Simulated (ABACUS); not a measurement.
# Single-point calculation at one volume of an equation of state of Mo (part 2 of 2)

Continued. System: Mo (Im-3m, 1 atom in the cell). Method: Kohn-Sham DFT of a periodic cell, PBE, PseudoDojo NC SR 0.4.1 PBE standard, no spin polarisation (ABACUS 3.10.1); cutoff 1360.57 eV, 12×12×12 k-mesh, fermi-dirac of 0.05 eV. The structure derives from a Materials Project entry. It belongs to a series of runs on one base structure; here: volume scaled by 1.0. The settings are looser than a standard set-up, so the numbers are not reference values.

Geometry of the input (Å; fractional positions):
```
-1.5838  1.5838  1.5838
1.5838  -1.5838  1.5838
1.5838  1.5838  -1.5838
Mo 0.0000  0.0000  0.0000
```

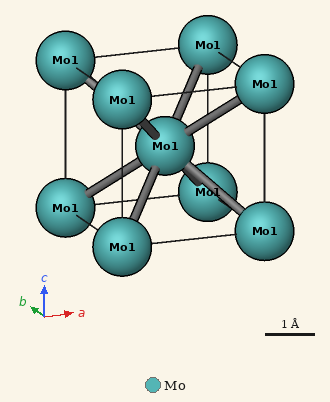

Figure 1. The input geometry (ball-and-stick view of the cell 2 times as large as that of the calculation, set on its symmetry axes, seen slightly off an axis; atoms are numbered from 1 in the order of the input).

**The program's output, continued**
```
 SETUP EXTENDED REAL SPACE GRID FOR GRID INTEGRATION
                          real space grid = [ 36, 36, 36 ]
                 big cell numbers in grid = [ 12, 12, 12 ]
             meshcell numbers in big cell = [ 3, 3, 3 ]
                        extended fft grid = [ 20, 20, 20 ]
                dimension of extened grid = [ 53, 53, 53 ]
                            UnitCellTotal = 125
              Atom number in sub-FFT-grid = 1
    Local orbitals number in sub-FFT-grid = 10
                                ParaV.nnr = 3725
                                 init_chg = atomic

 LCAO ALGORITHM --------------- ION=   1  ELEC=   1--------------------------------

 Density error is 0.041533037571
----------------------------------------------------------
     Energy           Rydberg                 eV
----------------------------------------------------------
 E_KohnSham     -140.4781637103      -1911.3034710363
 E_Harris       -141.3172252290      -1922.7194886633
 E_Fermi        1.6492129960         22.4386939611
----------------------------------------------------------

 LCAO ALGORITHM --------------- ION=   1  ELEC=   2--------------------------------

 Density error is 0.0130193457769
----------------------------------------------------------
     Energy           Rydberg                 eV
----------------------------------------------------------
 E_KohnSham     -140.4776801171      -1911.2968914144
 E_Harris       -140.7332646567      -1914.7742974725
 E_Fermi        1.6171939073         22.0030519105
----------------------------------------------------------

 LCAO ALGORITHM --------------- ION=   1  ELEC=   3--------------------------------

 Density error is 0.000324063439863
----------------------------------------------------------
     Energy           Rydberg                 eV
----------------------------------------------------------
 E_KohnSham     -140.4777757983      -1911.2981932230
 E_Harris       -140.4757753688      -1911.2709759832
 E_Fermi        1.6031392909         21.8118290440
----------------------------------------------------------

 LCAO ALGORITHM --------------- ION=   1  ELEC=   4--------------------------------

 Density error is 2.08774744255e-05
----------------------------------------------------------
     Energy           Rydberg                 eV
----------------------------------------------------------
 E_KohnSham     -140.4777758091      -1911.2981933708
 E_Harris       -140.4781839798      -1911.3037468171
 E_Fermi        1.6032917101         21.8139028137
----------------------------------------------------------

 LCAO ALGORITHM --------------- ION=   1  ELEC=   5--------------------------------

 Density error is 1.01960980061e-06
----------------------------------------------------------
     Energy           Rydberg                 eV
----------------------------------------------------------
 E_KohnSham     -140.4777758094      -1911.2981933741
 E_Harris       -140.4777652238      -1911.2980493498
 E_Fermi        1.6032682607         21.8135837674
----------------------------------------------------------

 LCAO ALGORITHM --------------- ION=   1  ELEC=   6--------------------------------

 Density error is 1.79593899686e-08
----------------------------------------------------------
     Energy           Rydberg                 eV
----------------------------------------------------------
 E_KohnSham     -140.4777758096      -1911.2981933777
 E_KS(sigma->0) -140.4775212403      -1911.2947297843
 E_Harris       -140.4777755041      -1911.2981892207
 E_band         -3.4652297565        -47.1468695673
 E_one_elec     -19.2481170622       -261.8840678170
 E_Hartree      18.6582362119        253.8583271119
 E_xc           -20.7263347083       -281.9962506875
 E_Ewald        -119.1610511124      -1621.2692747982
 E_entropy(-TS) -0.0005091387        -0.0069271868
 E_descf        0.0000000000         0.0000000000
 E_exx          0.0000000000         0.0000000000
 E_Fermi        1.6032688591         21.8135919098
----------------------------------------------------------

 charge density convergence is achieved
 final etot is -1911.2981934 eV
 EFERMI = 21.81359191 eV

 STATE ENERGY(eV) AND OCCUPATIONS    NSPIN == 1
 1/72 kpoint (Cartesian) = 0.0000 0.0000 0.0000 (470 pws)
       1       -39.4332     0.00115741
       2       -12.7991     0.00115741
       3       -12.7991     0.00115741
       4       -12.7991     0.00115741
       5        14.0569     0.00115741
       6        20.1144     0.00115741
       7        20.1144     0.00115741
       8        20.1144     0.00115741
       9        23.1544    2.61603e-15
      10        23.1544    2.61603e-15

 2/72 kpoint (Cartesian) = 0.026308 -0.026308 0.0000 (464 pws)
       1       -39.4163      0.0138889
       2       -12.8990      0.0138889
       3       -12.8297      0.0138889
       4       -12.7998      0.0138889
       5        14.3436      0.0138889
       6        19.9438      0.0138889
       7        20.0864      0.0138889
       8        20.4160      0.0138889
       9        22.9440    2.10716e-12
      10        23.1719    2.21116e-14

 3/72 kpoint (Cartesian) = 0.052616 -0.052616 0.0000 (462 pws)
       1       -39.3697      0.0138889
       2       -13.1664      0.0138889
       3       -12.9124      0.0138889
       4       -12.8018      0.0138889
       5        15.1063      0.0138889
       6        19.5048      0.0138889
       7        19.9415      0.0138889
       8        21.2953      0.0138885
       9        22.6339    1.04105e-09
      10        23.2376    5.94570e-15

 4/72 kpoint (Cartesian) = 0.078924 -0.078924 0.0000 (464 pws)
       1       -39.3054      0.0138889
       2       -13.5196      0.0138889
       3       -13.0232      0.0138889
       4       -12.8047      0.0138889
       5        15.9731      0.0138889
       6        18.9610      0.0138889
       7        19.9235      0.0138889
       8        22.6578    6.45073e-10
       9        22.6673    5.33476e-10
      10        23.3712    4.10574e-16

 5/72 kpoint (Cartesian) = 0.10523 -0.10523 0.0000 (460 pws)
       1       -39.2404      0.0138889
       2       -13.8593      0.0138889
       3       -13.1313      0.0138889
       4       -12.8076      0.0138889
       5        16.2890      0.0138889
       6        18.4713      0.0138889
       7        21.1414      0.0138889
       8        23.0073    5.94742e-13
       9        23.5593    9.53300e-18
      10        24.2741    5.89926e-24

 6/72 kpoint (Cartesian) = 0.13154 -0.13154 0.0000 (463 pws)
       1       -39.1924      0.0138889
       2       -14.0953      0.0138889
       3       -13.2086      0.0138889
       4       -12.8097      0.0138889
       5        16.1293      0.0138889
       6        18.1416      0.0138889
       7        23.0268    4.02990e-13
       8        23.7348    2.85454e-19
       9        25.6820    3.48354e-36
      10        25.7788    5.02813e-37

[... levels at 66 further k points ...]

 correction force for each atom along direction 1 is -2.07935e-14
 correction force for each atom along direction 2 is -2.21939e-14
 correction force for each atom along direction 3 is 4.76398e-14
------------------------------------------------------------------------------------------
 TOTAL-FORCE (eV/Angstrom)
------------------------------------------------------------------------------------------
                       Mo1         0.0000000000         0.0000000000         0.0000000000
------------------------------------------------------------------------------------------

----------------------------------------------------------------
 TOTAL-STRESS (KBAR)
----------------------------------------------------------------
       -27.1228802556         0.0000000000         0.0000000000
         0.0000000000       -27.1228802556        -0.0000000000
        -0.0000000000        -0.0000000000       -27.1228802556
----------------------------------------------------------------
 TOTAL-PRESSURE: -27.122880 KBAR

 --------------------------------------------
 !FINAL_ETOT_IS -1911.2981933777023187 eV
 --------------------------------------------
```

**Standard output**
```
ABACUS v3.10.1

               Atomic-orbital Based Ab-initio Computation at UStc

%%%%%%%%%%%%%%%%%%%%%%%%%%%%%%%%%%%%%%%%%%%%%%%%%%%%%%%%%%%%%%%%%%%%%%%%%%%%%%%%%%%%%%%%%%%%%%%%%%%%%%%%%
 Warning: the number of valence electrons in pseudopotential > 6 for Mo: [Kr] 4d5 5s1
 Pseudopotentials with additional electrons can yield (more) accurate outcomes, but may be less efficient.
 If you're confident that your chosen pseudopotential is appropriate, you can safely ignore this warning.
%%%%%%%%%%%%%%%%%%%%%%%%%%%%%%%%%%%%%%%%%%%%%%%%%%%%%%%%%%%%%%%%%%%%%%%%%%%%%%%%%%%%%%%%%%%%%%%%%%%%%%%%%

 UNIFORM GRID DIM        : 36 * 36 * 36
 UNIFORM GRID DIM(BIG)   : 12 * 12 * 12
 ---------------------------------------------------------
 Self-consistent calculations for electrons
 ---------------------------------------------------------
 SPIN    KPOINTS         PROCESSORS  THREADS     NBASE
 1       72              4           4           10
 ---------------------------------------------------------
 Use Systematically Improvable Atomic bases
 ---------------------------------------------------------
 ELEMENT ORBITALS        NBASE       NATOM       XC
 Mo      2s1p1d-7au      10          1
 ---------------------------------------------------------
 Initial plane wave basis and FFT box
 ---------------------------------------------------------
 -------------------------------------------
 SELF-CONSISTENT :
 -------------------------------------------
 START CHARGE      : atomic
 ITER       ETOT/eV          EDIFF/eV         DRHO     TIME/s
 GE1     -1.91130347e+03   0.00000000e+00   4.1533e-02   0.22
 GE2     -1.91129689e+03   6.57962192e-03   1.3019e-02   0.21
 GE3     -1.91129819e+03  -1.30180859e-03   3.2406e-04   0.20
 GE4     -1.91129819e+03  -1.47779813e-07   2.0877e-05   0.20
 GE5     -1.91129819e+03  -3.33216973e-09   1.0196e-06   0.20
 GE6     -1.91129819e+03  -3.58274951e-09   1.7959e-08   0.20
----------------------------------------------------------------
 TOTAL-STRESS (KBAR)
----------------------------------------------------------------
       -27.1228802556         0.0000000000         0.0000000000
         0.0000000000       -27.1228802556        -0.0000000000
        -0.0000000000        -0.0000000000       -27.1228802556
----------------------------------------------------------------
 TOTAL-PRESSURE: -27.122880 KBAR
```

**Results in brief**

- outcome: converged
- space group (tolerance 0.01 Å): Im-3m (229)
- electrons treated: 14
- free energy: −1911.2982 eV
- Fermi energy: 21.814 eV
- gap on the k-point mesh: none (metallic)
- pressure: −2.71 GPa
- largest force (length of the vector): under 0.001 eV/Å
- hardware: 4 threads of Intel Xeon @ 2.50GHz (Skylake/Cascade Lake), 96 GiB of memory available, shared host
- wall time: 2 s (CPU time 7.7 s)
- peak memory: 0.4 GiB

**Remarks**

Settings chosen away from the usual ones: volume scaled by 1.0. The settings depart from the standard set-up of this series, which can bear on the numbers. Points of doubt noted for this run: home made orbitals.
